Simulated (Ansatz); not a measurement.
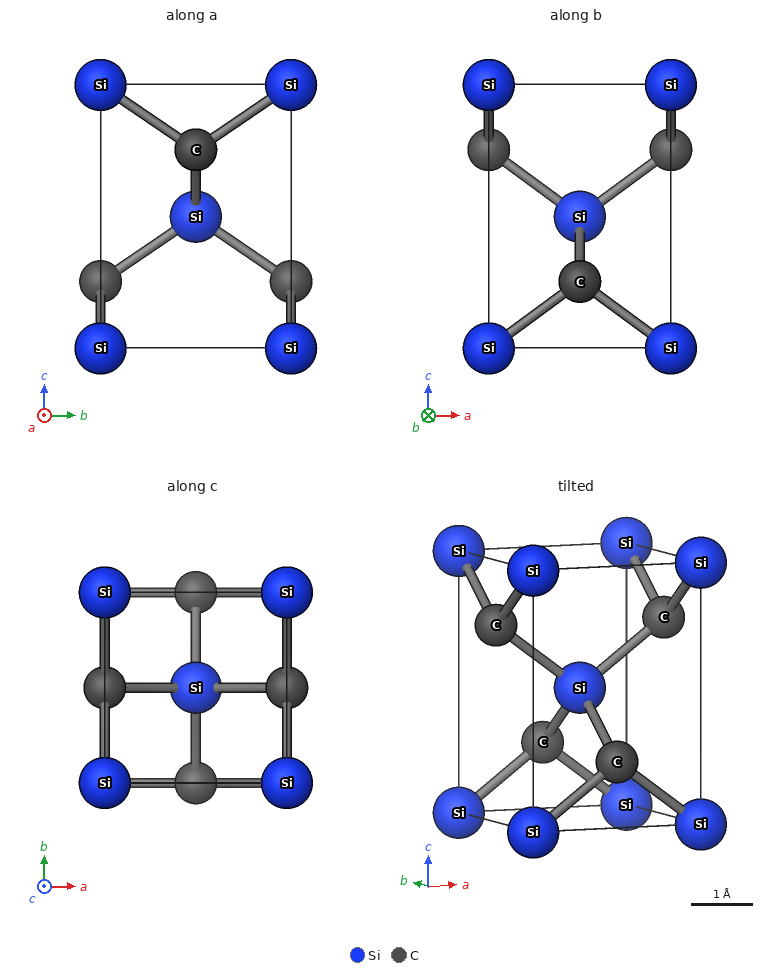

Drawn in the ball-and-stick manner and seen along the a axis, along the b axis, along the c axis and slightly off an axis. The parallelepiped is the conventional unit cell.

Lattice parameters: a = 3.0106 Å, b = 3.1498 Å, c = 4.3561 Å, α = 90.000°, β = 90.000°, γ = 90.000°.

Q: Reconstruct the structure as a CIF with its space group and independent sites, with free fractional coordinates to two decimals.

A:
```cif
data_structure
_symmetry_space_group_name_H-M 'I m m 2'
_symmetry_Int_Tables_number 44
_cell_length_a 3.0106
_cell_length_b 3.1498
_cell_length_c 4.3561
_cell_angle_alpha 90.000
_cell_angle_beta 90.000
_cell_angle_gamma 90.000
_cell_volume 41.31
loop_
_atom_site_label
_atom_site_type_symbol
_atom_site_symmetry_multiplicity
_atom_site_Wyckoff_symbol
_atom_site_fract_x
_atom_site_fract_y
_atom_site_fract_z
_atom_site_occupancy
Si1 Si 2 a 0.50 0.50 0.50 1
C1 C 2 b 0.00 0.50 0.75 1
```

The structure was taken from a structure type filled with these elements by a generator (whether the compound takes this form wasn't checked). The cell was then strained or its atoms displaced on purpose. It went into a calculation with Ansatz.
